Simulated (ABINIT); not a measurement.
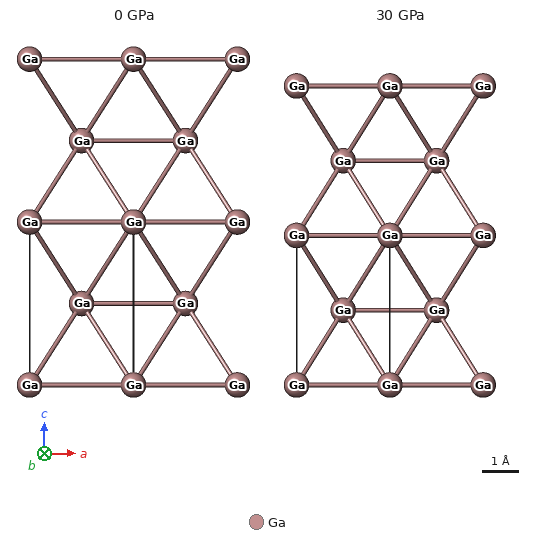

Crystalline Ga (set up in I4/mmm), relaxed (cell and atoms) at several target pressures. The picture shows the first and the last member. The picture is a ball-and-stick view of the conventional cell (2 times the calculation's cell), repeated 2 × 1 × 2 with one cell outlined, seen along the b axis. Lengths and directions refer to the drawn axes.

Computed with ABINIT 10.8.3: PBE, JTH PAW PBE v2.0. Set-up: plane-wave cutoff 462.6 eV; k-point mesh 13 × 13 × 13; occupations fermi-dirac; smearing width 0.05 eV; no spin polarisation.

```json
{"pressure (GPa)": "0", "volume (Å³/atom)": "18.948", "a (Å)": "2.892", "c (Å)": "4.532"}
{"pressure (GPa)": "5", "volume (Å³/atom)": "17.326", "a (Å)": "2.780", "c (Å)": "4.484"}
{"pressure (GPa)": "10", "volume (Å³/atom)": "?", "a (Å)": "?", "c (Å)": "?"}
{"pressure (GPa)": "20", "volume (Å³/atom)": "14.946", "a (Å)": "2.649", "c (Å)": "4.261"}
{"pressure (GPa)": "30", "volume (Å³/atom)": "14.018", "a (Å)": "2.596", "c (Å)": "4.159"}
```

Estimate the missing row from the others, and compare with the calculation.

Murnaghan's form V = V₀(1 + B′P/B₀)^(−1/B′), with V₀ = 18.948 Å³ from the row at zero pressure, fits the other rows with B₀ = 45.3 GPa and B′ = 4.71 (largest miss 0.023 Å³). At 10 GPa it gives 18.948 × (1 + 4.71 × 10/45.3)^(−1/4.71) = 16.287 Å³ per atom. The calculation gives 16.297 Å³/atom (a = 2.721 Å, c = 4.401 Å). The estimate is 0.010 Å³/atom too low. From the first member to the last: Ga–Ga 2.892 → 2.596 Å, Ga–Ga 3.052 → 2.774 Å.

The whole series:

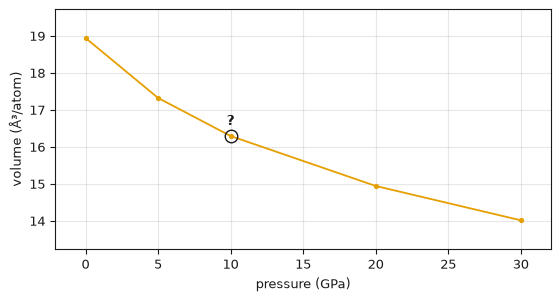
